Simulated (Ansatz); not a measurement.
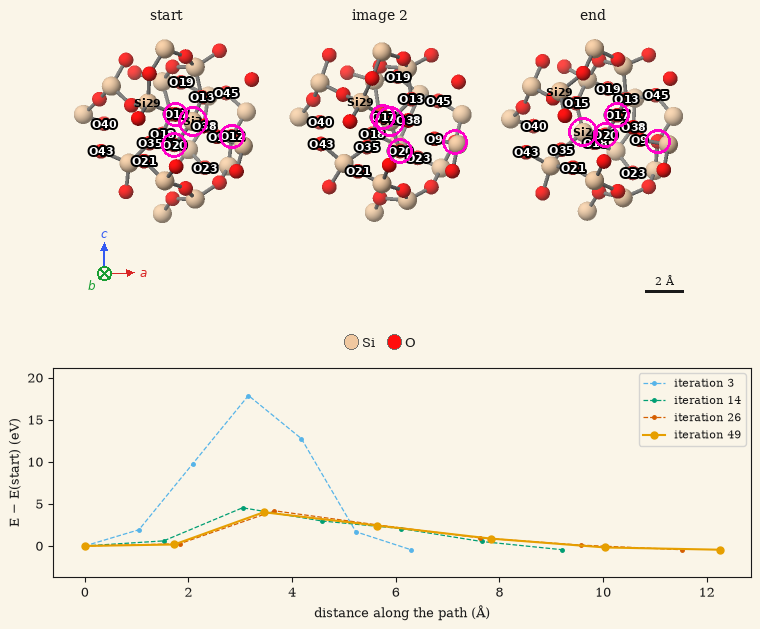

A search for the minimum-energy path of SiO2 with a Si vacancy (47 atoms in the cell, charge +2) by the nudged elastic band. Images are numbered from 0 (start) to 6 (end). The plot follows the band through its iterations. The picture is a ball-and-stick view of the atoms within 5.1 Å of the middle of the path, seen along the b axis. The atoms that move most are ringed. Bonds to atoms that aren't drawn are left out.

Computed with Ansatz, DFT PBEsol, scalar-relativistic, plane waves, PAW. Set-up: plane-wave cutoff 420 eV; k-point mesh 1 × 1 × 2; Fermi-Dirac smearing 0.05 eV; 5 movable images; climbing image; force threshold 0.03 eV/Å; iteration limit 49; starting path by straight interpolation.

Q: Judge this run.

A: The result isn't final. The band hadn't converged when the run stopped after 49 iterations. The barrier read from it is provisional, though the highest image hardly moved in the last two iterations. The first iteration put the highest image at 102.42 eV. The energy climbs by 4.01 eV to image 2 and then falls by 4.45 eV, so the end point sits at −0.45 eV.

Limits of the set-up: the periodic images lie only 7.0 Å apart, so the values are limited by the cell's size; the cell is charged, on a uniform background, and energies carry no finite-size correction.

The run took 41 min on 2 threads of Arm Neoverse V2 (shared host), peak memory 1.7 GiB.

PAW datasets: the set soft_1.
